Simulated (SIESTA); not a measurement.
## A series of single points on BaTiO$_{3}$

System: BaTiO$_{3}$ (5 atoms in the cell).
Method: Kohn-Sham DFT of a periodic cell, PBEsol, PseudoDojo 0.4 standard, converted to PSML, no spin polarisation (SIESTA 5.4.2).

The 7 runs differ only in the geometry, by an even scaling of the cell at fixed fractional positions. The structure derives from an entry of the Crystallography Open Database.

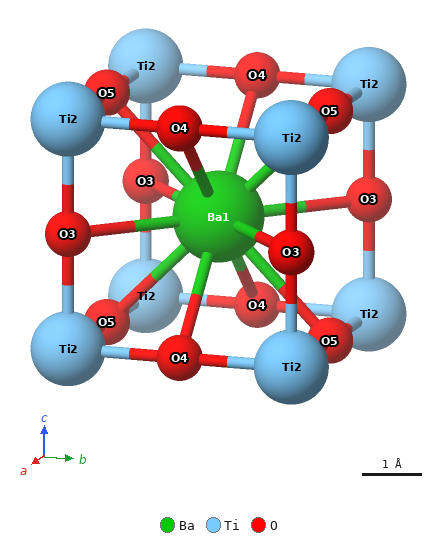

Figure 1. The structure of run 4 (ball-and-stick view of the cell of the calculation, seen slightly off an axis; atoms are numbered from 1 in the order of the input). An atom can appear more than once, as a periodic image.

## Input of run 4
```
SystemName                      BaTiO3
SystemLabel                     BaTiO3
NumberOfSpecies                 3
NumberOfAtoms                   5
%block ChemicalSpeciesLabel
  1  56 Ba
  2  22 Ti
  3   8 O
%endblock ChemicalSpeciesLabel

LatticeConstant                 1.0 Ang
%block LatticeVectors
     4.0060000000     0.0000000000     0.0000000000
     0.0000000000     4.0060000000     0.0000000000
     0.0000000000     0.0000000000     4.0060000000
%endblock LatticeVectors
AtomicCoordinatesFormat         Fractional
%block AtomicCoordinatesAndAtomicSpecies
     0.5000000000     0.5000000000     0.5000000000  1  Ba
     0.0000000000     0.0000000000     0.0000000000  2  Ti
     0.0000000000     0.0000000000     0.5000000000  3  O
     0.0000000000     0.5000000000     0.0000000000  3  O
     0.5000000000     0.0000000000     0.0000000000  3  O
%endblock AtomicCoordinatesAndAtomicSpecies

%block kgrid.MonkhorstPack
    5   0   0  0.0
    0   5   0  0.0
    0   0   5  0.0
%endblock kgrid.MonkhorstPack
XC.Functional                   GGA
XC.Authors                      PBEsol
PAO.BasisSize                   DZP
PAO.EnergyShift                 0.003 Ry
Mesh.Cutoff                     800 Ry
OccupationFunction              FD
ElectronicTemperature           0.05 eV
MaxSCFIterations                120
SCF.MustConverge                false
SCF.Mixer.Method                Pulay
SCF.Mixer.Weight                0.25
SCF.Mixer.History               8
SCF.DM.Tolerance                5.0e-05
SCF.H.Tolerance                 1.0e-03 eV
WriteForces                     true
Charge.Mulliken                 end
%block PAO.Basis
  Ba 5
  n=5 0 2
    4.395 0.000
  n=6 0 2
    9.500 0.000
  n=5 1 2
    5.243 0.000
  n=6 1 1
    9.500
  n=5 2 1
    7.000
  Ti 5
  n=3 0 2
    3.151 0.000
  n=4 0 2
    8.703 0.000
  n=3 1 2
    3.568 0.000
  n=4 1 1
    8.703
  n=3 2 2
    6.267 0.000
%endblock PAO.Basis
```

Command:
```bash
siesta BaTiO3.fdf > BaTiO3.out 2>&1
```

Run 2 differs from it as follows:
```diff
-     4.0060000000     0.0000000000     0.0000000000
-     0.0000000000     4.0060000000     0.0000000000
-     0.0000000000     0.0000000000     4.0060000000
+     3.9518582279     0.0000000000     0.0000000000
+     0.0000000000     3.9518582279     0.0000000000
+     0.0000000000     0.0000000000     3.9518582279
```

## Results, with one run withheld

| run | volume per atom (Å³) | free energy per atom, from the lowest run given (meV) | pressure (GPa) | gap on the mesh (eV) |
| --- | --- | --- | --- | --- |
| 1 | 12.086 | 16.71 | 9.61 | 1.80 |
| 2 | 12.343 | ? | ? | ? |
| 3 | 12.601 | 0.00 | 1.10 | 1.78 |
| 4 | 12.858 | 1.14 | −2.42 | 1.76 |
| 5 | 13.115 | 7.63 | −5.64 | 1.72 |
| 6 | 13.372 | 19.04 | −8.45 | 1.68 |
| 7 | 13.629 | 34.62 | −10.95 | 1.64 |

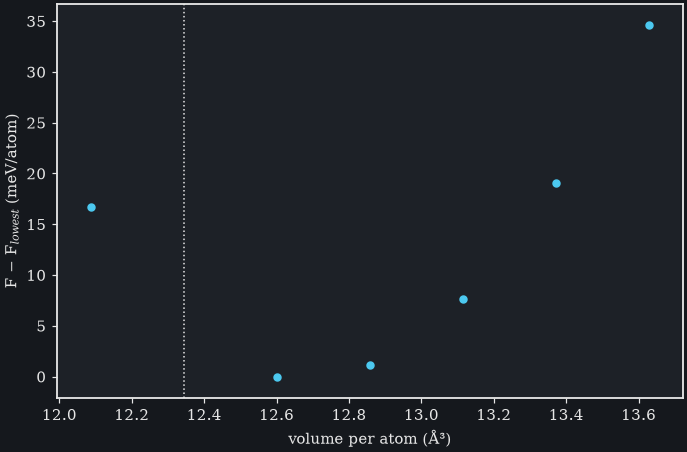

Figure 2. Free energy per atom of the runs given; the dotted line marks run 2.

Fit the runs given and predict run 2.

A cubic polynomial in V^(−2/3) (the Birch–Murnaghan form), fitted to the 6 runs given, misses them by at most 0.03 meV per atom. With x = V^(−2/3) − 0.18155 Å⁻², it reads F = 2.3862 − 2231.2 x + 4.6668e+05 x² + 9.1909e+05 x³ (meV per atom). At run 2 it gives 4.95 meV per atom, and the run itself gives 4.97. The slope of the fit gives a pressure −dF/dV of 5.13 GPa there, and the run prints 5.16 GPa. The fit has its minimum at 12.678 Å³ per atom, where V d²F/dV² gives 180 GPa: the bulk modulus at this level, since symmetry fixes the shape and the positions. The gap on the mesh goes, without turning, from 1.80 eV in run 1 to 1.64 eV in run 7; run 2 has 1.79 eV. These are gaps of this functional on this mesh, which can miss the band edges; they aren't the measured gap.

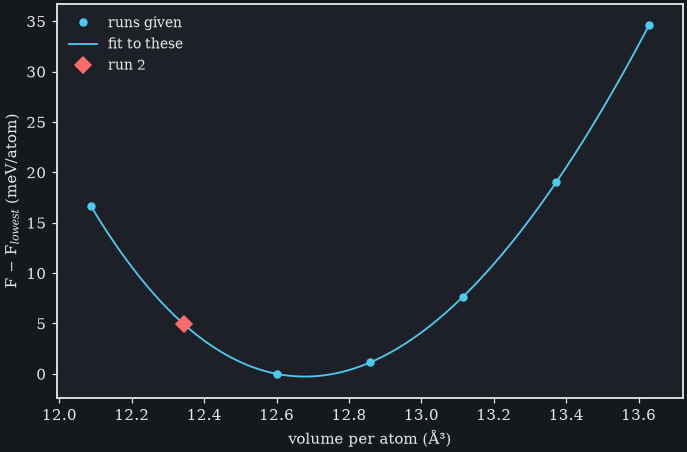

Figure 3. The fit and the withheld run.

## Some lines of the output (run 2)
```
[...]
outcell: Cell volume (Ang**3)        :     61.7169
stepf: Fermi-Dirac step function
siesta: Etot    =     -3718.825382
siesta: FreeEng =     -3718.825382
        iscf     Eharris(eV)        E_KS(eV)     FreeEng(eV)     dDmax    Ef(eV) dHmax(eV)
siesta: E_KS(eV) =            -3732.2045
siesta: E_KS - E_eggbox =     -3732.2045
siesta: Etot    =     -3732.204478
siesta: FreeEng =     -3732.204478
siesta:         Fermi =      -8.528261
siesta: Cell volume =         61.716895 Ang**3
    Orbital volume contribution        =           4.469982 eV
```

Notes: Points of doubt noted for this run: mulliken charges of long orbitals. With a small basis of atomic orbitals these values can differ much from converged plane-wave results.
